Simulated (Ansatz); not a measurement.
## Geometry relaxation of MoS₂

- system: MoS₂ (slab, 3 atoms in the cell)
- method: DFT PBE+D3(BJ), scalar-relativistic, plane waves, PAW, no spin polarisation (Ansatz 0.2.0)

The structure derives from a Materials Project entry. It belongs to a series of runs on one base structure; here: clean surface, atoms relaxed.

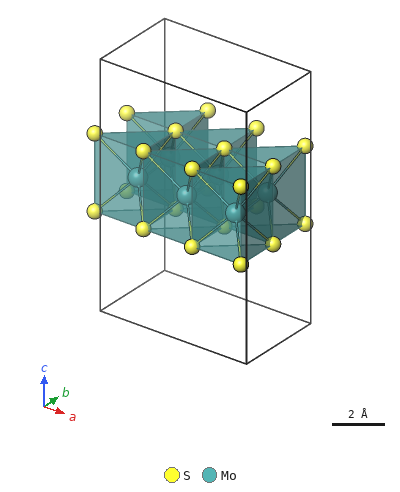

*The structure as given in the input (polyhedral view of the 3 × 2 repeat of the cell, with the vacuum cut short, seen slightly off an axis; polyhedra are completed across the faces of the cell).*

Key numbers:

- outcome: converged
- electrons treated: 26
- free energy: −6763.7649 eV
- work function, top face: 5.03 eV
- work function, bottom face: 5.03 eV
- Fermi energy: −0.695 eV
- gap on the k-point mesh: 1.78 eV
- final volume: 199.39 Å³
- work function (upper face): 5.03 eV
- largest force (length of the vector) at the end: 0.010 eV/Å
- hardware: 1 thread of Intel Xeon (Granite Rapids), 192 GiB of memory available, shared host
- wall time: 6.3 s
- peak memory: 0.44 GiB

Input file:
```yaml
crystal:
  lattice:
    - [3.1546236326, -2.9e-09, 0.0]
    - [-1.5773118138, 2.7319842066, 0.0]
    - [0.0, 0.0, 23.1355213657]
  atoms:
    - { symbol: S, position: [0.6666666667, 0.3333333333, 0.4322357747] }
    - { symbol: Mo, position: [0.3333333333, 0.6666666667, 0.4999991833] }
    - { symbol: S, position: [0.6666666667, 0.3333333333, 0.5677642253] }
basis:
  ecutwfc: 420
  fft_grid_basis: typed
kpoints:
  mp_grid: { grid: [9, 9, 1] }
hamiltonian:
  xc: pbe
  dispersion: d3bj
scf:
  occupations: { method: gaussian, width: 0.05 }
output:
  forces: true
  eigenvalues: true
efield:
  axis: 3
  dipole_correction: true
  ramp_width: 0.04
relax:
  adjacent_minimum: "off"
  f_tol: 0.04
  max_steps: 40
```

Launch command:
```bash
ansatz run input.yaml --threads 1 --pin off --max-ram 2211MiB --backend cpu --events-out ev --progress --plain --runs-dir out
```

Log:
```
Engine: ansatz 0.2.0, x86_64-unknown-linux-gnu
Pseudopotentials: kind: paw
Pseudopotential: S, paw, valence charge 6, recommended cutoff 420 eV (normal), S.paw.azcp
Pseudopotential: Mo, paw, valence charge 14, recommended cutoff 420 eV (normal), Mo.paw.azcp
Functional definition: PBE
  parameter kappa = 0.804
  parameter beta = 0.06672455060314922
  exchange = pbe_x(kappa = kappa, mu = beta*pi^2/3)
  correlation = pbe_c(beta = beta)
Crystal: 3 atoms, lattice volume = 199.391 Å³
Basis set: ecut = 420 eV, 3845 PW (Γ), exchange–correlation on 48×48×320 points (8 copies of the dense FFT grid, shifted against one another)
Bands: 17, of which v1, the nominal top of the filled ones, is band 13 counted from 1 (12 counted from 0)
Symmetry: 6 space group operations
k-points: 12 of 81 (time reversal used)
Non-local potential: S, projectors of the file, l = 0: 2, l = 1: 2, l = 2: 2
Non-local potential: Mo, projectors of the file, l = 0: 3, l = 1: 2, l = 2: 2, l = 3: 1
PAW form: soft (Blöchl's): semilocal exchange-correlation on the pseudo side does not see the compensation charge
PAW one-centre angular grid: S, 110 points (default); XC on 64 Gauss nodes
PAW one-centre angular grid: Mo, 590 points (default); XC on 64 Gauss nodes
Initial density: superposition of atomic densities (neutral atoms: chi_scale 0, normalization atom), corrected by the library's trained network
Initial wavefunctions: pseudopotential atomic-orbital guess
Functional: x = pbe(κ = 0.804, μ = 0.2195149727645171), c = pbe(β = 0.06672455060314922)
SCF iter   1: F=—  HF=-6763.756730 eV  |F-HF|=—  |Δ(HF+E_count)|=         —  Δρ=2.90e-3  dr2=6.18e-3  ethr=1.77e-3  p=-0.000 e·Å  D=-1.40e-6 V/Å  ΔV_dip=0.00 eV  dr2_dipole=1.17e-7  V_vac-E_F(+/−)=5.22/5.22 eV  ⟨swp⟩=9.5  Hψ=1456  notcnv=0
efield: sawtooth ramp at fractional position 0.9800 (placed from the atoms, in the widest stretch of the axis that holds none; the zero of the levels goes with the place), width 0.0400; the density the first Hamiltonian is built on has a dipole p = -0.000 e·Å; the dipole correction subtracts the counter field D = -1.40e-6 V/Å, which shifts the + side's vacuum level by +0.00 eV against the − side's; the planar-averaged density in the ramp window peaks in size at 1.0e-5 e/Å³
preconditioner: auto → none  [insulator: Δε(μ)=1.776 eV  Ē_g=8.109 eV  σ=0.050 eV  W_gap=1.00  n_scr=14 (ndim 8)  ℏωp=11.2 eV  f_vac=0.703  D(μ)=0.00/eV (n_scr^D=0)  ε∞_Penn≈2.9]
SCF iter   2: F=—  HF=-6763.763743 eV  |F-HF|=—  |Δ(HF+E_count)|=   7.01e-3  Δρ=2.01e-3  dr2=1.37e-2  ethr=2.38e-5  p=0.000 e·Å  D=2.29e-4 V/Å  ΔV_dip=-0.01 eV  dr2_dipole=4.09e-6  V_vac-E_F(+/−)=5.01/5.02 eV  ⟨swp⟩=2.2  Hψ=485  notcnv=0
SCF iter   3: F=—  HF=-6763.764304 eV  |F-HF|=—  |Δ(HF+E_count)|=   5.61e-4  Δρ=1.54e-3  dr2=8.18e-3  ethr=2.38e-5  p=-0.001 e·Å  D=-4.79e-4 V/Å  ΔV_dip=0.01 eV  dr2_dipole=1.55e-5  V_vac-E_F(+/−)=5.15/5.14 eV  ⟨swp⟩=2.0  Hψ=334  notcnv=0
SCF iter   4: F=—  HF=-6763.764762 eV  |F-HF|=—  |Δ(HF+E_count)|=   4.58e-4  Δρ=6.94e-4  dr2=1.91e-3  ethr=2.38e-5  p=0.001 e·Å  D=1.17e-3 V/Å  ΔV_dip=-0.03 eV  dr2_dipole=8.70e-5  V_vac-E_F(+/−)=5.07/5.10 eV  ⟨swp⟩=1.2  Hψ=206  notcnv=0
SCF iter   5: F=—  HF=-6763.764815 eV  |F-HF|=—  |Δ(HF+E_count)|=   5.35e-5  Δρ=2.04e-4  dr2=9.66e-5  ethr=7.35e-6  p=-0.000 e·Å  D=-3.21e-4 V/Å  ΔV_dip=0.01 eV  dr2_dipole=7.32e-6  V_vac-E_F(+/−)=5.04/5.04 eV  ⟨swp⟩=1.9  Hψ=232  notcnv=0
SCF iter   6: F=-6763.764851 eV  HF=-6763.764850 eV  |F-HF|=8.68e-7  |Δ(HF+E_count)|=   3.54e-5  Δρ=4.85e-5  dr2=2.49e-6  ethr=1.54e-7  p=-0.000 e·Å  D=-4.03e-5 V/Å  ΔV_dip=0.00 eV  dr2_dipole=1.31e-7  V_vac-E_F(+/−)=5.03/5.03 eV  ⟨swp⟩=9.4  Hψ=1167  notcnv=0
SCF 1 converged in 6 iterations: F = -6763.764851 eV  dr2 = 2.49e-6
  greatest PAW one-centre occupation: 0.998 electrons in one spin orbital (limit 2), on the Mo atom at site 1 (counted from 0), in its partial waves of l = 0
relax step   1: F+E_penalty+E_count = -6763.76485136 eV  Δ(F+E_penalty+E_count) = +0.000e0 eV  max|allowed force component| = 1.019e-2 eV/Å  Δτ_max = 0.0000 Å  (6 SCF iters, dr2 threshold 4.00e-5 eV, accepted)
Initial density: handed on by an earlier stage of this run
Initial wavefunctions: those handed on with the density
iter 1 solved again at ethr=9.51e-9 eV; its pass at ethr=3.10e-3 eV (dr2=2.47e-6 eV) is discarded
SCF iter   1: F=—  HF=-6763.764787 eV  |F-HF|=—  |Δ(HF+E_count)|=         —  Δρ=4.85e-5  dr2=2.47e-6  ethr=9.51e-9  p=-0.000 e·Å  D=-4.03e-5 V/Å  ΔV_dip=0.00 eV  dr2_dipole=1.31e-7  V_vac-E_F(+/−)=5.03/5.03 eV  ⟨swp⟩=1.0  Hψ=696  notcnv=0
efield: sawtooth ramp at fractional position 0.9800 (handed on by an earlier solve), width 0.0400; the density the first Hamiltonian is built on has a dipole p = -0.000 e·Å; the dipole correction subtracts the counter field D = -4.03e-5 V/Å, which shifts the + side's vacuum level by +0.00 eV against the − side's; the planar-averaged density in the ramp window peaks in size at 2.1e-6 e/Å³
preconditioner: auto → none  [insulator: Δε(μ)=1.775 eV  Ē_g=8.118 eV  σ=0.050 eV  W_gap=1.00  n_scr=14 (ndim 8)  ℏωp=11.2 eV  f_vac=0.704  D(μ)=0.00/eV (n_scr^D=0)  ε∞_Penn≈2.9]
SCF iter   2: F=—  HF=-6763.764854 eV  |F-HF|=—  |Δ(HF+E_count)|=   6.74e-5  Δρ=4.10e-5  dr2=1.69e-5  ethr=9.51e-9  p=0.000 e·Å  D=2.04e-4 V/Å  ΔV_dip=-0.00 eV  dr2_dipole=2.90e-6  V_vac-E_F(+/−)=5.03/5.03 eV  ⟨swp⟩=2.2  Hψ=315  notcnv=0
SCF iter   3: F=—  HF=-6763.764853 eV  |F-HF|=—  |Δ(HF+E_count)|=   1.04e-6  Δρ=2.59e-5  dr2=6.30e-6  ethr=9.51e-9  p=-0.000 e·Å  D=-1.40e-4 V/Å  ΔV_dip=0.00 eV  dr2_dipole=1.36e-6  V_vac-E_F(+/−)=5.03/5.03 eV  ⟨swp⟩=2.8  Hψ=341  notcnv=0
SCF iter   4: F=—  HF=-6763.764853 eV  |F-HF|=—  |Δ(HF+E_count)|=   6.86e-9  Δρ=2.19e-5  dr2=2.33e-6  ethr=9.51e-9  p=0.000 e·Å  D=1.46e-5 V/Å  ΔV_dip=-0.00 eV  dr2_dipole=1.28e-8  V_vac-E_F(+/−)=5.03/5.03 eV  ⟨swp⟩=2.1  Hψ=263  notcnv=0
SCF iter   5: F=—  HF=-6763.764853 eV  |F-HF|=—  |Δ(HF+E_count)|=   1.11e-7  Δρ=7.01e-6  dr2=1.61e-7  ethr=8.96e-9  p=0.000 e·Å  D=4.15e-6 V/Å  ΔV_dip=-0.00 eV  dr2_dipole=7.84e-10  V_vac-E_F(+/−)=5.03/5.03 eV  ⟨swp⟩=1.2  Hψ=206  notcnv=0
SCF iter   6: F=-6763.764853 eV  HF=-6763.764853 eV  |F-HF|=1.17e-9  |Δ(HF+E_count)|=   2.97e-8  Δρ=1.07e-6  dr2=1.46e-9  ethr=3.85e-10  p=-0.000 e·Å  D=-2.94e-7 V/Å  ΔV_dip=0.00 eV  dr2_dipole=8.03e-13  V_vac-E_F(+/−)=5.03/5.03 eV  ⟨swp⟩=5.2  Hψ=815  notcnv=0
SCF 2 converged in 6 iterations: F = -6763.764853 eV  dr2 = 1.46e-9
relax step   2: F+E_penalty+E_count = -6763.76485279 eV  Δ(F+E_penalty+E_count) = -1.431e-6 eV  max|allowed force component| = 9.910e-3 eV/Å  Δτ_max = 0.0000 Å  (6 SCF iters, accepted)
```

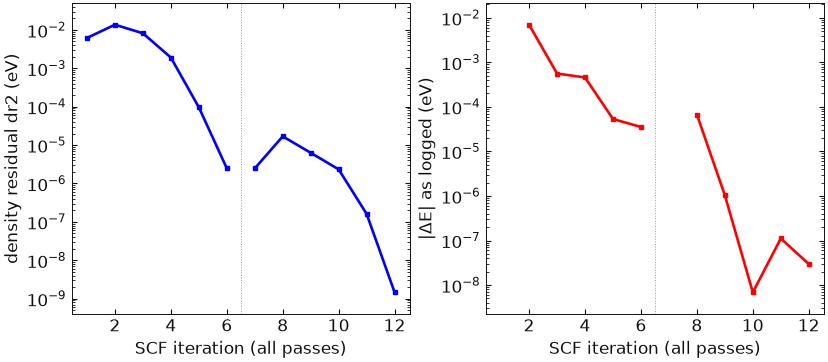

*Convergence of the self-consistent field: density residual dr2 and size of the energy change against the SCF iteration. The dotted lines part the SCF passes of the relaxation: geometry steps, rejected trials and re-solves on a re-selected basis.*

The passes take 6 and 6 iterations.

```
SCF converged after 6 iterations
Free energy (F): -6763.764853 eV
Harris-Foulkes:  -6763.764853 eV  (|F-HF|=1.17e-9)
Internal energy: -6763.764853 eV  (E = F + TS)
E sigma→0 (E₀):  -6763.764853 eV
Fermi energy:    -0.695433 eV
Dipole field:    D = 0.000001 V/Å  (p = 0.000001 e·Å, saw-weighted, corrected)
Work function:   Φ+ = 5.0328 eV   Φ− = 5.0328 eV
Levels:          The Fermi level and band energies are counted from a zero that moves with the ramp; work functions are not
--- Per-component energies (eV) ---
  E_band       = -463.044234
  E_kinetic    = 656.195246
  E_local      = -19806.656368  (includes V_loc(G=0)·N_el)
  E_nonlocal   = 199.136162
  E_hartree    = 9523.323523
  E_xc         = -378.521963
  E_vxc        = -405.001007  (∫ρ·V_xc dr)
  E_paw        = -4401.547527  (= ΣΔE_a)
  E_vpaw       = -153.362371  (= ΣTr[D̂ρ^β])
  E_aug_tail   = 0.000039  (compensation charges beyond the density's cutoff)
  E_efield     = 0.000000  (sawtooth field / dipole correction)
  E_vefield    = 0.000000  (∫n·V_field dr)
  E_ewald      = 7445.263562
  E_disp       = -0.957528  (pairwise vdW)
  E_smearing   = -0.000000  (= −TS)
  E_closure    = 0.000000  (closes the sum)
  Σ components = -6763.764853   (vs F -6763.764853, Δ=0.00e0)
--- Forces (eV/Å), atoms counted from 1 ---
  atom   1  S     -0.00000000    -0.00000000     0.00932728
  atom   2  Mo    -0.00000000    -0.00000000     0.00058490
  atom   3  S     -0.00000000    -0.00000000    -0.00990865
  max |Σ_I F_I| component: 3.53e-6 eV/Å
--- Band table (eV; the first three rows and the last of 12) ---
  k-point 0: bands = ["-62.4190", "-36.5755", "-36.3352", "-36.3352", "-15.7496", "-14.4417", "-7.2604", "-4.1552", "-4.1552", "-3.4350", "-3.0310", "-3.0310", "-1.6644", "1.2544", "1.2544", "1.4900", "1.4900"]
  k-point 1: bands = ["-62.4141", "-36.5659", "-36.3840", "-36.3463", "-15.5626", "-14.3637", "-7.0512", "-4.5520", "-4.0975", "-3.9606", "-3.3160", "-2.6745", "-1.7524", "1.0230", "1.0595", "1.2886", "1.5614"]
  k-point 2: bands = ["-62.4017", "-36.5415", "-36.5058", "-36.3742", "-15.0538", "-14.1524", "-6.6486", "-5.2738", "-4.9817", "-3.8948", "-3.4542", "-2.8288", "-2.1944", "0.5828", "0.9073", "1.2372", "2.1445"]
  k-point 11: bands = ["-62.3717", "-36.6404", "-36.5946", "-36.4826", "-13.5139", "-13.4820", "-7.0629", "-6.2296", "-5.6973", "-5.1329", "-4.4994", "-3.7817", "-1.5831", "0.1923", "1.4516", "2.0299", "3.4155"]
--- Relaxed structure (2 steps of the walk, 2 accepted, 0 SCFs on fresh bases) ---
  F+E_penalty+E_count = -6763.76485279 eV   max|allowed force component| = 9.910e-3 eV/Å
  atoms:
    - { symbol: S, position: [0.6666666666666666, 0.33333333333333337, 0.4322357747000001] }
    - { symbol: Mo, position: [0.33333333333333326, 0.6666666666666667, 0.49999918330000004] }
    - { symbol: S, position: [0.6666666666666666, 0.33333333333333337, 0.5677642253] }
```

Trajectory as extended XYZ (Å, eV, eV/Å), 2 frames, from step=1 to step=2:
```
3
Lattice="3.1546 -0.0000 0.0000 -1.5773 2.7320 0.0000 0.0000 0.0000 23.1355" Properties=species:S:1:pos:R:3:forces:R:3 step=1 energy=-6763.76485
S     1.5773    0.9107   10.0000    0.0000   0.0000   0.0098
Mo    0.0000    1.8213   11.5677    0.0000   0.0000   0.0002
S     1.5773    0.9107   13.1355    0.0000   0.0000  -0.0103
3
Lattice="3.1546 -0.0000 0.0000 -1.5773 2.7320 0.0000 0.0000 0.0000 23.1355" Properties=species:S:1:pos:R:3:forces:R:3 step=2 energy=-6763.76485
S     1.5773    0.9107   10.0000    0.0000   0.0000   0.0093
Mo    0.0000    1.8213   11.5677    0.0000   0.0000   0.0006
S     1.5773    0.9107   13.1355    0.0000   0.0000  -0.0099
```
